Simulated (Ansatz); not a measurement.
**Geometry relaxation, with input and output: Co**

- system: Co (Pm-3m, 1 atom in the cell)
- method: DFT, PBEsol, plane waves (420 eV) with PAW, scalar-relativistic, no spin polarisation (Ansatz 0.2.0)

The structure was built on a prototype by a generator; it need not be a known phase.

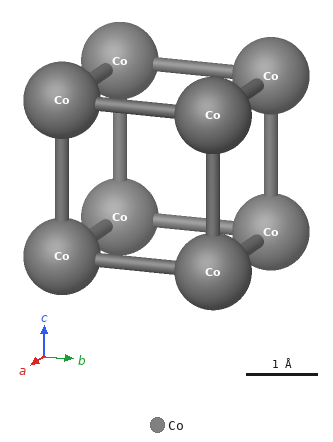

*The input geometry (ball-and-stick view of the cell of the calculation, seen slightly off an axis).*

**The input**
```yaml
crystal:
  lattice:
    - [2.286848805, 0.0, 0.0]
    - [0.0, 2.286848805, 0.0]
    - [0.0, 0.0, 2.286848805]
  atoms:
    - { symbol: Co, position: [0.0, 0.0, 0.0] }
hamiltonian:
  xc: pbesol
  pseudopotentials:
    kind: paw
    azcp:
      Co: "pseudopotentials/Co.paw.azcp"
basis:
  ecutwfc: 420
  fft_grid_basis: typed
kpoints:
  mp_grid: { grid: [14, 14, 14], shift: [0, 0, 0] }
magnetization:
  spin_polarized: false
scf:
  occupations: { method: fermi_dirac, width: 0.1 }
relax:
  max_steps: 60
  f_tol: 0.01
  cell: {}
```

Hardware: 2 threads of an Arm (aarch64) CPU, shared host.

**What the program printed**
```
Warning: [file] the record states the generating functional pbe (its physics header spells it `PBE`), which answers neither for hamiltonian.xc's functional nor for the pbesol family's — results may be inconsistent (PPs are generated against a specific XC)
Engine: ansatz 0.2.0, aarch64-unknown-linux-gnu
Pseudopotentials: kind: paw
Pseudopotential: Co, paw, valence charge 17, recommended cutoff 420 eV (normal), [file]
Functional definition: PBEsol
  exchange = pbesol_x
  correlation = pbesol_c
Crystal: 1 atoms, lattice volume = 11.959 Å³
Basis set: ecut = 420 eV, 251 PW (Γ), exchange–correlation on 32×32×32 points (8 copies of the dense FFT grid, shifted against one another)
Bands: 13, of which v1, the nominal top of the filled ones, is band 9 counted from 1 (8 counted from 0)
Symmetry: 48 space group operations
Space group: Pm-3m (ITA 221), of the structure as read, at distance tolerance 2.3e-5 Å
k-points: 120 of 2744
Non-local potential: Co, projectors of the file, l = 0: 3, l = 1: 2, l = 2: 3, l = 3: 1
PAW form: soft (Blöchl's): semilocal exchange-correlation on the pseudo side does not see the compensation charge
PAW frozen core: Co, regenerated for the run's functional, and the local potential with it (the file was generated under x = pbe(κ = 0.804, μ = 0.2195149727645171), c = pbe(β = 0.06672455060314922))
PAW one-centre angular grid: Co, 590 points (default); XC on 64 Gauss nodes
Initial density: superposition of atomic densities (neutral atoms: chi_scale 0, normalization atom), corrected by the library's trained network
Initial wavefunctions: pseudopotential atomic-orbital guess
Functional: x = pbesol(κ = 0.804, μ = 0.12345679012345678), c = pbesol(β = 0.046)
SCF iter   1: F=—  HF=-5091.955983 eV  |F-HF|=—  |Δ(HF+E_count)|=         —  Δρ=2.89e-2  dr2=5.51e-2  ethr=1.77e-3  ⟨swp⟩=5.0  Hψ=7847  notcnv=0
preconditioner: auto → none  [metal: Δε(μ)=0.004 eV  Ē_g=12.476 eV  σ=0.100 eV  W_gap=0.01  n_scr=6 (ndim 8)  ℏωp=32.2 eV  f_vac=0.000  D(μ)=2.84/eV (n_scr^D=56)  sad-step TF]
SCF iter   2: F=—  HF=-5091.947155 eV  |F-HF|=—  |Δ(HF+E_count)|=   8.83e-3  Δρ=1.26e-2  dr2=1.18e-2  ethr=3.24e-4  ⟨swp⟩=1.9  Hψ=2855  notcnv=0
SCF iter   3: F=—  HF=-5091.944981 eV  |F-HF|=—  |Δ(HF+E_count)|=   2.17e-3  Δρ=1.13e-3  dr2=1.15e-4  ethr=6.94e-5  ⟨swp⟩=1.4  Hψ=1686  notcnv=0
SCF iter   4: F=—  HF=-5091.944958 eV  |F-HF|=—  |Δ(HF+E_count)|=   2.33e-5  Δρ=1.38e-4  dr2=3.45e-7  ethr=6.78e-7  ⟨swp⟩=2.4  Hψ=2342  notcnv=0
SCF iter   5: F=—  HF=-5091.944922 eV  |F-HF|=—  |Δ(HF+E_count)|=   3.59e-5  Δρ=1.81e-5  dr2=6.51e-9  ethr=2.03e-9  ⟨swp⟩=2.1  Hψ=2061  notcnv=0
SCF iter   6: F=-5091.944922 eV  HF=-5091.944922 eV  |F-HF|=2.02e-10  |Δ(HF+E_count)|=   3.78e-9  Δρ=2.02e-6  dr2=2.18e-10  ethr=3.83e-11  ⟨swp⟩=2.2  Hψ=4838  notcnv=0
SCF 1 converged in 6 iterations: F = -5091.944922 eV  dr2 = 2.18e-10
  greatest PAW one-centre occupation: 1.001 electrons in one spin orbital (limit 2), on the Co atom at site 0 (counted from 0), in its partial waves of l = 1
relax step   1: F+E_penalty+E_count = -5091.94492192 eV  Δ(F+E_penalty+E_count) = +0.000e0 eV  max|allowed force component| = 0.000e0 eV/Å  Δτ_max = 0.0000 Å  P = -9.076 GPa  Ω = 11.959 Å³  (6 SCF iters, dr2 threshold 1.00e-7 eV, accepted)
Crystal: 1 atoms, lattice volume = 11.654 Å³
Initial density: handed on by an earlier stage of this run
Initial wavefunctions: those handed on with the density
iter 1 solved again at ethr=5.20e-6 eV; its pass at ethr=3.10e-3 eV (dr2=8.84e-4 eV) is discarded
SCF iter   1: F=—  HF=-5091.958415 eV  |F-HF|=—  |Δ(HF+E_count)|=         —  Δρ=3.37e-3  dr2=7.93e-4  ethr=5.20e-6  ⟨swp⟩=1.1  Hψ=10394  notcnv=0
preconditioner: auto → none  [metal: Δε(μ)=0.014 eV  Ē_g=12.798 eV  σ=0.100 eV  W_gap=0.03  n_scr=6 (ndim 8)  ℏωp=32.6 eV  f_vac=0.000  D(μ)=2.75/eV (n_scr^D=56)]
SCF iter   2: F=—  HF=-5091.958284 eV  |F-HF|=—  |Δ(HF+E_count)|=   1.31e-4  Δρ=5.48e-4  dr2=1.82e-5  ethr=4.67e-6  ⟨swp⟩=2.0  Hψ=1937  notcnv=0
SCF iter   3: F=—  HF=-5091.958261 eV  |F-HF|=—  |Δ(HF+E_count)|=   2.32e-5  Δρ=1.76e-4  dr2=8.42e-7  ethr=1.07e-7  ⟨swp⟩=2.0  Hψ=2081  notcnv=0
SCF iter   4: F=—  HF=-5091.958263 eV  |F-HF|=—  |Δ(HF+E_count)|=   2.80e-6  Δρ=6.31e-5  dr2=2.38e-7  ethr=4.95e-9  ⟨swp⟩=2.0  Hψ=2614  notcnv=0
iter 5 did not close the SCF: its close was put off for the readings that it lacked (scf_convergence_deferred on its scf_iter line)
SCF iter   5: F=-5091.958263 eV  HF=-5091.958263 eV  |F-HF|=3.37e-11  |Δ(HF+E_count)|=   2.78e-8  Δρ=1.28e-6  dr2=2.71e-11  ethr=1.40e-9  ⟨swp⟩=2.0  Hψ=2433  notcnv=0
SCF iter   6: F=-5091.958263 eV  HF=-5091.958263 eV  |F-HF|=9.09e-13  |Δ(HF+E_count)|=  8.09e-11  Δρ=1.36e-7  dr2=1.02e-12  ethr=1.00e-12  ⟨swp⟩=1.2  Hψ=4721  notcnv=0
SCF 2 converged in 6 iterations: F = -5091.958263 eV  dr2 = 1.02e-12
relax step   2: F+E_penalty+E_count = -5091.95826347 eV  Δ(F+E_penalty+E_count) = -1.334e-2 eV  max|allowed force component| = 0.000e0 eV/Å  Δτ_max = 0.0000 Å  P = -4.520 GPa  Ω = 11.654 Å³  energy of the carried Pulay correction = +2.757e-4 eV  (6 SCF iters, dr2 threshold 1.00e-7 eV, accepted)
Crystal: 1 atoms, lattice volume = 11.366 Å³
iter 1 solved again at ethr=4.17e-6 eV; its pass at ethr=3.10e-3 eV (dr2=7.08e-4 eV) is discarded
SCF iter   1: F=—  HF=-5091.962406 eV  |F-HF|=—  |Δ(HF+E_count)|=         —  Δρ=3.03e-3  dr2=6.29e-4  ethr=4.17e-6  ⟨swp⟩=1.1  Hψ=10411  notcnv=0
preconditioner: auto → none  [metal: Δε(μ)=0.018 eV  Ē_g=13.056 eV  σ=0.100 eV  W_gap=0.05  n_scr=6 (ndim 8)  ℏωp=33.0 eV  f_vac=0.000  D(μ)=2.66/eV (n_scr^D=56)]
SCF iter   2: F=—  HF=-5091.962311 eV  |F-HF|=—  |Δ(HF+E_count)|=   9.48e-5  Δρ=5.10e-4  dr2=1.41e-5  ethr=3.70e-6  ⟨swp⟩=2.0  Hψ=1926  notcnv=0
SCF iter   3: F=—  HF=-5091.962297 eV  |F-HF|=—  |Δ(HF+E_count)|=   1.43e-5  Δρ=1.74e-4  dr2=7.94e-7  ethr=8.28e-8  ⟨swp⟩=2.0  Hψ=2111  notcnv=0
SCF iter   4: F=—  HF=-5091.962300 eV  |F-HF|=—  |Δ(HF+E_count)|=   3.31e-6  Δρ=6.87e-5  dr2=2.83e-7  ethr=4.67e-9  ⟨swp⟩=2.0  Hψ=2627  notcnv=0
iter 5 did not close the SCF: its close was put off for the readings that it lacked (scf_convergence_deferred on its scf_iter line)
SCF iter   5: F=-5091.962300 eV  HF=-5091.962300 eV  |F-HF|=9.19e-11  |Δ(HF+E_count)|=   6.42e-8  Δρ=1.77e-6  dr2=6.30e-11  ethr=1.67e-9  ⟨swp⟩=2.6  Hψ=2384  notcnv=0
SCF iter   6: F=-5091.962300 eV  HF=-5091.962300 eV  |F-HF|=2.73e-12  |Δ(HF+E_count)|=  1.90e-10  Δρ=1.20e-7  dr2=9.86e-13  ethr=1.00e-12  ⟨swp⟩=1.2  Hψ=4759  notcnv=0
SCF 3 converged in 6 iterations: F = -5091.962300 eV  dr2 = 9.86e-13
relax step   3: F+E_penalty+E_count = -5091.96230018 eV  Δ(F+E_penalty+E_count) = -4.037e-3 eV  max|allowed force component| = 0.000e0 eV/Å  Δτ_max = 0.0000 Å  P = +0.440 GPa  Ω = 11.366 Å³  energy of the carried Pulay correction = +5.423e-4 eV  (6 SCF iters, dr2 threshold 1.00e-7 eV, accepted)
Crystal: 1 atoms, lattice volume = 11.391 Å³
iter 1 solved again at ethr=1.72e-8 eV; its pass at ethr=3.10e-3 eV (dr2=2.93e-6 eV) is discarded
SCF iter   1: F=—  HF=-5091.962329 eV  |F-HF|=—  |Δ(HF+E_count)|=         —  Δρ=2.58e-4  dr2=4.60e-6  ethr=1.72e-8  ⟨swp⟩=2.1  Hψ=10091  notcnv=0
preconditioner: auto → none  [metal: Δε(μ)=0.018 eV  Ē_g=13.043 eV  σ=0.100 eV  W_gap=0.05  n_scr=6 (ndim 8)  ℏωp=33.0 eV  f_vac=0.000  D(μ)=2.67/eV (n_scr^D=56)]
SCF iter   2: F=—  HF=-5091.962309 eV  |F-HF|=—  |Δ(HF+E_count)|=   1.94e-5  Δρ=4.50e-5  dr2=1.04e-7  ethr=1.72e-8  ⟨swp⟩=2.6  Hψ=2447  notcnv=0
iter 3 did not close the SCF: its close was put off for the readings that it lacked (scf_convergence_deferred on its scf_iter line)
SCF iter   3: F=-5091.962310 eV  HF=-5091.962310 eV  |F-HF|=2.11e-8  |Δ(HF+E_count)|=   7.87e-8  Δρ=1.50e-5  dr2=6.05e-9  ethr=6.11e-10  ⟨swp⟩=2.0  Hψ=2129  notcnv=0
iter 4 did not close the SCF: its close was put off for the readings that it lacked (scf_convergence_deferred on its scf_iter line)
SCF iter   4: F=-5091.962310 eV  HF=-5091.962310 eV  |F-HF|=2.82e-9  |Δ(HF+E_count)|=   2.73e-8  Δρ=6.83e-6  dr2=2.73e-9  ethr=3.56e-11  ⟨swp⟩=2.0  Hψ=2631  notcnv=0
iter 5 did not close the SCF: its close was put off for the readings that it lacked (scf_convergence_deferred on its scf_iter line)
SCF iter   5: F=-5091.962310 eV  HF=-5091.962310 eV  |F-HF|=0.00e0  |Δ(HF+E_count)|=  6.08e-10  Δρ=1.36e-7  dr2=6.40e-13  ethr=1.61e-11  ⟨swp⟩=2.6  Hψ=2454  notcnv=0
SCF iter   6: F=-5091.962310 eV  HF=-5091.962310 eV  |F-HF|=9.09e-13  |Δ(HF+E_count)|=  1.82e-12  Δρ=2.71e-8  dr2=1.92e-14  ethr=1.00e-12  ⟨swp⟩=1.1  Hψ=3636  notcnv=0
SCF 4 converged in 6 iterations: F = -5091.962310 eV  dr2 = 1.92e-14
relax step   4: F+E_penalty+E_count = -5091.96230954 eV  Δ(F+E_penalty+E_count) = -9.363e-6 eV  max|allowed force component| = 0.000e0 eV/Å  Δτ_max = 0.0000 Å  P = -0.018 GPa  Ω = 11.391 Å³  energy of the carried Pulay correction = +5.189e-4 eV  (6 SCF iters, dr2 threshold 1.00e-7 eV, accepted)
Initial wavefunctions: pseudopotential atomic-orbital guess (no wavefunctions were taken with the density)
iter 1 solved again at ethr=1.91e-8 eV; its pass at ethr=3.10e-3 eV (dr2=3.24e-6 eV) is discarded
SCF iter   1: F=—  HF=-5091.961887 eV  |F-HF|=—  |Δ(HF+E_count)|=         —  Δρ=3.05e-4  dr2=1.42e-6  ethr=1.91e-8  ⟨swp⟩=3.0  Hψ=12554  notcnv=0
preconditioner: auto → none  [metal: Δε(μ)=0.018 eV  Ē_g=13.042 eV  σ=0.100 eV  W_gap=0.05  n_scr=6 (ndim 8)  ℏωp=33.0 eV  f_vac=0.000  D(μ)=2.67/eV (n_scr^D=56)]
SCF iter   2: F=—  HF=-5091.961867 eV  |F-HF|=—  |Δ(HF+E_count)|=   2.01e-5  Δρ=1.42e-4  dr2=2.94e-7  ethr=8.37e-9  ⟨swp⟩=1.0  Hψ=1560  notcnv=0
SCF iter   3: F=—  HF=-5091.961867 eV  |F-HF|=—  |Δ(HF+E_count)|=   4.97e-8  Δρ=2.75e-6  dr2=4.67e-10  ethr=1.73e-9  ⟨swp⟩=2.0  Hψ=1680  notcnv=0
SCF iter   4: F=—  HF=-5091.961867 eV  |F-HF|=—  |Δ(HF+E_count)|=  5.92e-10  Δρ=1.23e-6  dr2=2.77e-11  ethr=2.75e-12  ⟨swp⟩=2.3  Hψ=2285  notcnv=0
iter 5 did not close the SCF: its close was put off for the readings that it lacked (scf_convergence_deferred on its scf_iter line)
SCF iter   5: F=-5091.961867 eV  HF=-5091.961867 eV  |F-HF|=1.82e-12  |Δ(HF+E_count)|=  1.00e-11  Δρ=3.19e-7  dr2=6.32e-12  ethr=1.00e-12  ⟨swp⟩=1.0  Hψ=1572  notcnv=0
SCF iter   6: F=-5091.961867 eV  HF=-5091.961867 eV  |F-HF|=1.82e-12  |Δ(HF+E_count)|=  1.82e-12  Δρ=1.04e-7  dr2=6.28e-13  ethr=1.00e-12  ⟨swp⟩=3.9  Hψ=6029  notcnv=0
SCF 5 converged in 6 iterations: F = -5091.961867 eV  dr2 = 6.28e-13
relax step   5: F+E_penalty+E_count = -5091.96186665 eV  Δ(F+E_penalty+E_count) = +4.429e-4 eV  max|allowed force component| = 0.000e0 eV/Å  Δτ_max = 0.0000 Å  P = -0.052 GPa  Ω = 11.391 Å³  stress off target by 5.22e-2 GPa  SCF on the basis re-selected at this cell (its energy is not comparable with the rows above)  (6 SCF iters)
basis re-selected at this cell: Δ(F+E_penalty+E_count) = +4.429e-4 eV, ΔP = -0.034 GPa vs the last step (what re-selecting the basis moved, of the pressure what is left beyond the Pulay correction that the steps carried, after the strain that the cell walked since its last selection, with what the two solves' SCF thresholds leave and, on support functions, any second-order correction that the steps lacked; it is no measure of the basis error at this ecutwfc). This SCF's stress stands 5.22e-2 GPa from its target on what of the cell is left free (relax.cell.stress_tol is 5.00e-2 GPa) and its largest allowed force component is 0.00e0 eV/Å (relax.f_tol is 1.00e-2 eV/Å): not within both, so this SCF does not close the relaxation
Crystal: 1 atoms, lattice volume = 11.388 Å³
iter 1 solved again at ethr=2.44e-10 eV; its pass at ethr=3.10e-3 eV (dr2=4.14e-8 eV) is discarded
SCF iter   1: F=—  HF=-5091.961889 eV  |F-HF|=—  |Δ(HF+E_count)|=         —  Δρ=3.04e-5  dr2=6.40e-8  ethr=2.44e-10  ⟨swp⟩=2.0  Hψ=9992  notcnv=0
preconditioner: auto → none  [metal: Δε(μ)=0.018 eV  Ē_g=13.045 eV  σ=0.100 eV  W_gap=0.05  n_scr=6 (ndim 8)  ℏωp=33.0 eV  f_vac=0.000  D(μ)=2.67/eV (n_scr^D=56)]
iter 2 did not close the SCF: its close was put off for the readings that it lacked (scf_convergence_deferred on its scf_iter line)
SCF iter   2: F=-5091.961870 eV  HF=-5091.961870 eV  |F-HF|=3.11e-10  |Δ(HF+E_count)|=   1.87e-5  Δρ=4.79e-6  dr2=1.07e-9  ethr=2.44e-10  ⟨swp⟩=2.3  Hψ=2053  notcnv=0
iter 3 did not close the SCF: its close was put off for the readings that it lacked (scf_convergence_deferred on its scf_iter line)
SCF iter   3: F=-5091.961870 eV  HF=-5091.961870 eV  |F-HF|=2.60e-10  |Δ(HF+E_count)|=  7.92e-10  Δρ=1.70e-6  dr2=8.51e-11  ethr=6.29e-12  ⟨swp⟩=2.0  Hψ=2103  notcnv=0
iter 4 did not close the SCF: its close was put off for the readings that it lacked (scf_convergence_deferred on its scf_iter line)
SCF iter   4: F=-5091.961870 eV  HF=-5091.961870 eV  |F-HF|=3.27e-11  |Δ(HF+E_count)|=  3.65e-10  Δρ=8.67e-7  dr2=4.54e-11  ethr=1.00e-12  ⟨swp⟩=2.0  Hψ=2601  notcnv=0
iter 5 did not close the SCF: its close was put off for the readings that it lacked (scf_convergence_deferred on its scf_iter line)
SCF iter   5: F=-5091.961870 eV  HF=-5091.961870 eV  |F-HF|=0.00e0  |Δ(HF+E_count)|=  9.09e-12  Δρ=4.47e-8  dr2=1.16e-13  ethr=1.00e-12  ⟨swp⟩=1.0  Hψ=1560  notcnv=0
SCF iter   6: F=-5091.961870 eV  HF=-5091.961870 eV  |F-HF|=9.09e-13  |Δ(HF+E_count)|=  9.09e-13  Δρ=8.28e-9  dr2=2.19e-15  ethr=1.00e-12  ⟨swp⟩=1.0  Hψ=3605  notcnv=0
SCF 6 converged in 6 iterations: F = -5091.961870 eV  dr2 = 2.19e-15
relax step   6: F+E_penalty+E_count = -5091.96186991 eV  Δ(F+E_penalty+E_count) = -3.256e-6 eV  max|allowed force component| = 0.000e0 eV/Å  Δτ_max = 0.0000 Å  P = +0.000 GPa  Ω = 11.388 Å³  energy of the carried Pulay correction = +2.793e-6 eV  (6 SCF iters, dr2 threshold 6.81e-9 eV, accepted)
iter 1 solved again at ethr=2.68e-9 eV; its pass at ethr=3.10e-3 eV (dr2=4.55e-7 eV) is discarded
SCF iter   1: F=—  HF=-5091.961889 eV  |F-HF|=—  |Δ(HF+E_count)|=         —  Δρ=7.59e-7  dr2=3.67e-11  ethr=2.68e-9  ⟨swp⟩=3.3  Hψ=12906  notcnv=0
SCF iter   2: F=—  HF=-5091.961870 eV  |F-HF|=—  |Δ(HF+E_count)|=   1.87e-5  Δρ=5.71e-7  dr2=2.23e-11  ethr=1.00e-12  ⟨swp⟩=2.9  Hψ=2955  notcnv=0
iter 3 did not close the SCF: its close was put off for the readings that it lacked (scf_convergence_deferred on its scf_iter line)
SCF iter   3: F=-5091.961870 eV  HF=-5091.961870 eV  |F-HF|=7.28e-12  |Δ(HF+E_count)|=  1.82e-12  Δρ=3.01e-7  dr2=6.05e-12  ethr=1.00e-12  ⟨swp⟩=1.0  Hψ=1560  notcnv=0
iter 4 did not close the SCF: its close was put off for the readings that it lacked (scf_convergence_deferred on its scf_iter line)
SCF iter   4: F=-5091.961870 eV  HF=-5091.961870 eV  |F-HF|=9.09e-13  |Δ(HF+E_count)|=  1.82e-12  Δρ=1.77e-7  dr2=2.02e-12  ethr=1.00e-12  ⟨swp⟩=1.0  Hψ=1560  notcnv=0
iter 5 did not close the SCF: its close was put off for the readings that it lacked (scf_convergence_deferred on its scf_iter line)
SCF iter   5: F=-5091.961870 eV  HF=-5091.961870 eV  |F-HF|=0.00e0  |Δ(HF+E_count)|=    0.00e0  Δρ=1.58e-7  dr2=1.61e-12  ethr=1.00e-12  ⟨swp⟩=1.0  Hψ=1560  notcnv=0
iter 6 did not close the SCF: its close was put off for the readings that it lacked (scf_convergence_deferred on its scf_iter line)
SCF iter   6: F=-5091.961870 eV  HF=-5091.961870 eV  |F-HF|=9.09e-13  |Δ(HF+E_count)|=  1.82e-12  Δρ=6.72e-8  dr2=2.86e-13  ethr=1.00e-12  ⟨swp⟩=1.0  Hψ=1560  notcnv=0
SCF iter   7: F=-5091.961870 eV  HF=-5091.961870 eV  |F-HF|=1.82e-12  |Δ(HF+E_count)|=  1.82e-12  Δρ=1.41e-7  dr2=1.28e-12  ethr=1.00e-12  ⟨swp⟩=3.0  Hψ=5313  notcnv=0
SCF 7 converged in 7 iterations: F = -5091.961870 eV  dr2 = 1.28e-12
relax step   7: F+E_penalty+E_count = -5091.96186991 eV  Δ(F+E_penalty+E_count) = +1.819e-12 eV  max|allowed force component| = 0.000e0 eV/Å  Δτ_max = 0.0000 Å  P = -0.001 GPa  Ω = 11.388 Å³  stress off target by 5.65e-4 GPa  SCF on the basis re-selected at this cell (its energy is not comparable with the rows above)  (7 SCF iters)
```

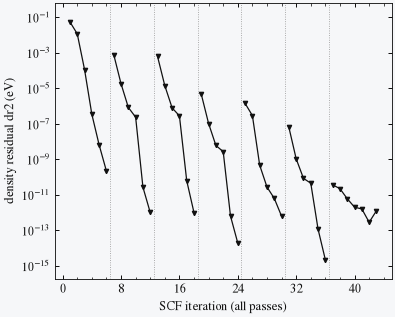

*Convergence of the self-consistent field: density residual dr2 against the SCF iteration. The dotted lines part the SCF passes of the relaxation: geometry steps, rejected trials and re-solves on a re-selected basis.*

The 7 passes take 6 to 7 iterations each, 43 in all.

```
basis re-selected at this cell: Δ(F+E_penalty+E_count) = +1.819e-12 eV, ΔP = -0.001 GPa vs the last step (what re-selecting the basis moved, of the pressure what is left beyond the Pulay correction that the steps carried, after the strain that the cell walked since its last selection, with what the two solves' SCF thresholds leave and, on support functions, any second-order correction that the steps lacked; it is no measure of the basis error at this ecutwfc). This SCF's stress stands 5.65e-4 GPa from its target on what of the cell is left free (relax.cell.stress_tol is 5.00e-2 GPa) and its largest allowed force component is 0.00e0 eV/Å (relax.f_tol is 1.00e-2 eV/Å): within both
SCF converged after 7 iterations
Free energy (F): -5091.961870 eV
Harris-Foulkes:  -5091.961870 eV  (|F-HF|=1.82e-12)
Internal energy: -5091.874941 eV  (E = F + TS)
E sigma→0 (E₀):  -5091.918406 eV
Entropy (-TS):   -0.086929 eV (-86.929 meV/atom)
Fermi energy:    17.429553 eV
--- Per-component energies (eV) ---
  E_band       = -261.800202
  E_kinetic    = 456.877426
  E_local      = -3001.196561  (includes V_loc(G=0)·N_el)
  E_nonlocal   = 459.042391
  E_hartree    = 1260.336389
  E_xc         = -157.554719
  E_vxc        = -204.272465  (∫ρ·V_xc dr)
  E_paw        = -1485.518457  (= ΣΔE_a)
  E_vpaw       = -492.923756  (= ΣTr[D̂ρ^β])
  E_aug_tail   = 0.000058  (compensation charges beyond the density's cutoff)
  E_ewald      = -2624.049888
  E_core_change = 0.188419  (= ΣΔE_core)
  E_smearing   = -0.086929  (= −TS)
  E_closure    = -0.000000  (closes the sum)
  Σ components = -5091.961870   (vs F -5091.961870, Δ=0.00e0)
--- Forces (eV/Å), atoms counted from 1 ---
  atom   1  Co     0.00000000     0.00000000    -0.00000000
  max |Σ_I F_I| component: 5.26e-31 eV/Å
--- Stress (GPa, compression-positive) ---
       -0.000565       0.000000       0.000000
        0.000000      -0.000565      -0.000000
        0.000000      -0.000000      -0.000565
  P = ⅓ Tr σ = -0.0006 GPa (-0.006 kbar)
--- Relaxed structure (5 steps of the walk, 5 accepted, 2 SCFs on fresh bases) ---
  F+E_penalty+E_count = -5091.96186991 eV   max|allowed force component| = 0.000e0 eV/Å   (the final SCF, on the basis selected at the relaxed cell)
  cell:  # Å, volume = 11.3883 Å³
    - [2.24984413331762, 7.21972957017038e-34, 3.2098832406453924e-35]
    - [9.145659514557615e-34, 2.24984413331762, 0.0]
    - [-9.62964972193618e-35, 0.0, 2.24984413331762]
  atoms:
    - { symbol: Co, position: [0.0, 0.0, 0.0] }
```

**Trajectory as extended XYZ (Å, eV, eV/Å), 7 frames, from step=1 to step=7**
```
1
Lattice="2.2868 0.0000 0.0000 0.0000 2.2868 0.0000 0.0000 0.0000 2.2868" Properties=species:S:1:pos:R:3:forces:R:3 step=1 energy=-5091.94492 pressure_GPa=-9.08
Co    0.0000    0.0000    0.0000    0.0000   0.0000   0.0000
1
Lattice="2.2672 0.0000 0.0000 0.0000 2.2672 0.0000 0.0000 0.0000 2.2672" Properties=species:S:1:pos:R:3:forces:R:3 step=2 energy=-5091.95826 pressure_GPa=-4.52
Co    0.0000    0.0000    0.0000    0.0000   0.0000   0.0000
1
Lattice="2.2484 0.0000 0.0000 0.0000 2.2484 0.0000 0.0000 0.0000 2.2484" Properties=species:S:1:pos:R:3:forces:R:3 step=3 energy=-5091.96230 pressure_GPa=0.44
Co    0.0000    0.0000    0.0000    0.0000   0.0000   0.0000
1
Lattice="2.2500 0.0000 0.0000 0.0000 2.2500 0.0000 0.0000 0.0000 2.2500" Properties=species:S:1:pos:R:3:forces:R:3 step=4 energy=-5091.96231 pressure_GPa=-0.02
Co    0.0000    0.0000    0.0000    0.0000   0.0000   0.0000
1
Lattice="2.2500 0.0000 0.0000 0.0000 2.2500 0.0000 0.0000 0.0000 2.2500" Properties=species:S:1:pos:R:3:forces:R:3 step=5 energy=-5091.96187 pressure_GPa=-0.05
Co    0.0000    0.0000    0.0000    0.0000   0.0000   0.0000
1
Lattice="2.2498 0.0000 0.0000 0.0000 2.2498 0.0000 0.0000 0.0000 2.2498" Properties=species:S:1:pos:R:3:forces:R:3 step=6 energy=-5091.96187 pressure_GPa=0.00
Co    0.0000    0.0000    0.0000    0.0000   0.0000   0.0000
1
Lattice="2.2498 0.0000 0.0000 0.0000 2.2498 0.0000 0.0000 0.0000 2.2498" Properties=species:S:1:pos:R:3:forces:R:3 step=7 energy=-5091.96187 pressure_GPa=-0.00
Co    0.0000    0.0000    0.0000    0.0000   0.0000   0.0000
```

**Key numbers**

| quantity | value |
| --- | --- |
| outcome | converged |
| space group (tolerance 0.01 Å) | Pm-3m (221) |
| electrons treated | 17 |
| free energy | −5091.9619 eV |
| Fermi energy | 17.430 eV |
| pressure | 0.00 GPa |
| final volume | 11.39 Å³ |
| largest force (length of the vector) at the end | under 0.001 eV/Å |
| final cell | a = 2.250 Å, b = 2.250 Å, c = 2.250 Å, α = 90.00°, β = 90.00°, γ = 90.00° |
| wall time | 4.1 s (CPU time 7.1 s) |
| peak memory | 0.28 GiB |

The program warns: the PAW datasets were made with another functional. The run has no spin polarisation, so a magnetic state may lie lower.
